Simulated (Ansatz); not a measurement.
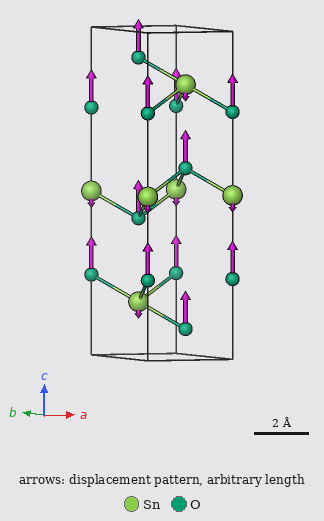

The lowest optical mode of a crystal of SnO$_{2}$, space group R-3m (No. 166), at the zone centre. The purple arrows give the relative displacements of the atoms. A ball-and-stick model of the conventional cell (3 times the calculation's cell), seen from a free direction. Lengths and directions refer to the drawn axes.

Computed with Ansatz 0.2.0, DFT LDA, scalar-relativistic, plane waves, PAW.

Input file:
```yaml
crystal:
  lattice:
    - [1.6039156912, 0.9260211561, 4.0813809099]
    - [-1.6039156912, 0.9260211561, 4.0813809099]
    - [0.0, -1.8520423121, 4.0813809099]
  atoms:
    - { symbol: Sn, position: [0.5, 0.5, 0.5] }
    - { symbol: O, position: [0.2451905455, 0.2451905455, 0.2451905455] }
    - { symbol: O, position: [0.7548094545, 0.7548094545, 0.7548094545] }
basis:
  ecutwfc: 420
kpoints:
  mp_grid: { grid: [12, 12, 12] }
hamiltonian:
  xc: lda
scf:
  occupations: { method: gaussian, width: 0.05 }
output:
  eigenvalues: true
phonons:
  method: fd
  supercell: [1, 1, 1]
  amplitude: 0.02
  eigenvectors: true
  dielectric: false
```

Command:
```bash
ansatz run input.yaml --threads 2 --pin off --max-ram 5120MiB --backend cpu --events-out ev --progress --plain --runs-dir out
```

Frequencies are those without the non-analytic (LO–TO) term.

Q: Is this crystal at a minimum with respect to the drawn distortion?

A: Yes: this softest mode has a real frequency, and so have all others here. That speaks for this wave vector alone: the rest of the zone wasn't checked in this run. This is the A₂u mode at 50.9 meV, the lowest optical level, infrared-active by symmetry. The O sublattice moves against the Sn sublattice, along c; the kinetic energy is shared as O 79 %, Sn 21 %.
